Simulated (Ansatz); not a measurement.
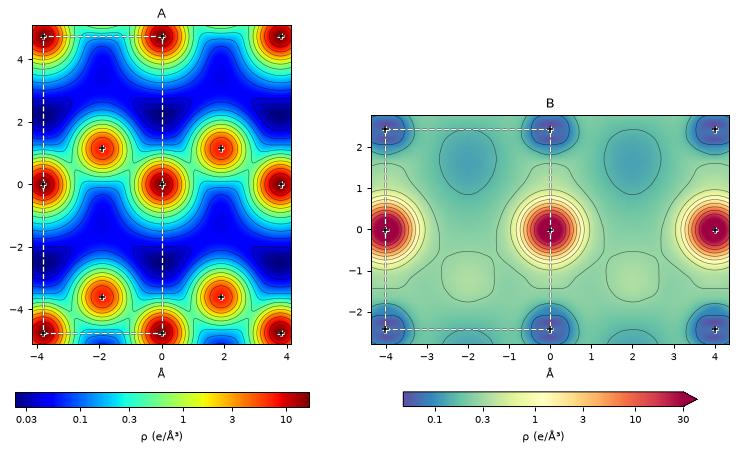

The valence charge density (pseudo) of 2 systems, each on a plane through atoms (crosses mark nuclei in the plane).

Method: Ansatz 0.2.0, DFT PBEsol, scalar-relativistic, plane waves, PAW.

System 1: SnO, the (100) plane of the calculation cell. Space group Cmce.

```
Sn O
1.0
     2.69046   -2.69048    0.00000
     2.69046    2.69048    0.00000
     0.00000    0.00000    9.49482
Sn O
4 4
Direct
  0.99919 0.00081 0.99986
  0.00081 0.99919 0.49986
  0.50081 0.49919 0.25714
  0.49919 0.50081 0.75714
  0.00078 0.49922 0.37850
  0.99922 0.50078 0.87850
  0.50078 0.99922 0.37850
  0.49922 0.00078 0.87850
```

System 2: Al3Ni2, the (100) plane of the conventional cell. Space group P-3m1; a structure from a database of computed crystals, not necessarily the ambient phase; computed without spin polarisation.

```
CELL_PARAMETERS angstrom
4.00314 0.00000 0.00000
-2.00157 3.46682 0.00000
0.00000 0.00000 4.85946
ATOMIC_POSITIONS crystal
Al 0.00000 0.00000 0.00000
Al 0.33333 0.66667 0.64778
Al 0.66667 0.33333 0.35222
Ni 0.33333 0.66667 0.14557
Ni 0.66667 0.33333 0.85443
```

> Which map belongs to which system?

Panel A is system 1, SnO: the plane holds Sn and O. Sn–O (2.22 Å): ρ at the midpoint is about 0.48 e/Å³. Panel B is system 2, Al3Ni2: the plane holds Al and Ni. Al–Ni (2.42 Å): the density is about 0.34 e/Å³ at the midpoint.
